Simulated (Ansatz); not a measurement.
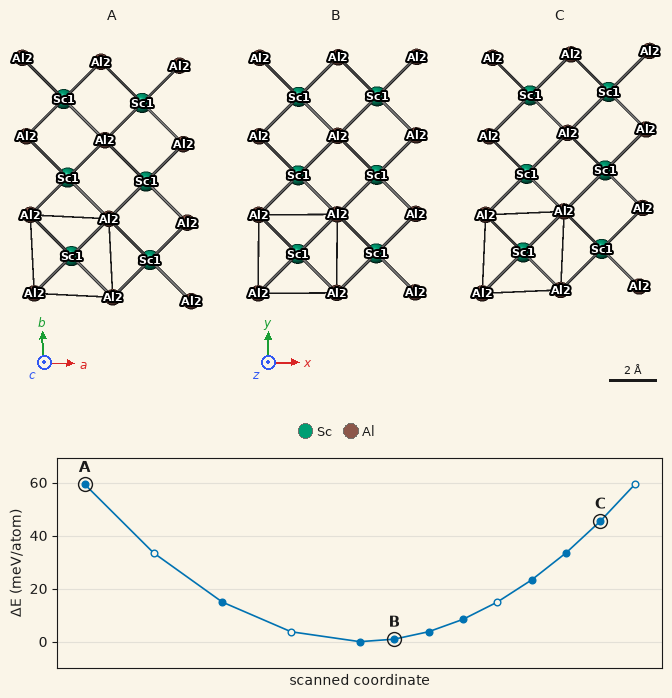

Frames of a one-coordinate scan of crystalline ScAl (Pm-3m). x, y and z are the Cartesian axes of the input. Hollow markers are points alike by symmetry, not computed again. A ball-and-stick model of the cell of the calculation, repeated 2 × 3 × 1 with one cell outlined, seen along the c axis.

Theory: DFT r2SCAN, scalar-relativistic, plane waves, PAW in Ansatz 0.2.0. (plane-wave cutoff 500 eV; k-point mesh 18 × 18 × 18; occupations gaussian; smearing width 0.15 eV; no spin polarisation). Energies (free energies at the smearing named) are counted from the relaxed crystal.

### What is being scanned?

The cell is strained in shear in the xy plane, with the atoms kept at their fractional coordinates. In the frames the strain is −0.10 (A), 0.0125 (B), 0.0875 (C). Of the computed points the lowest is at the strain 0.00, 0.0 meV/atom. At the ends of the scan the energy is 59.3 meV/atom (−0.10) and 59.3 meV/atom (0.10). The curvature at zero strain, (1/V) d²E/dε², is about 100 GPa; it is C₆₆ with clamped ions. The distortion takes the space group from Pm-3m to Cmmm. At the strain −0.10 the cell of the drawing goes a 3.369 → 3.373 Å, b 3.369 → 3.373 Å, γ 90.0° → 95.7°.
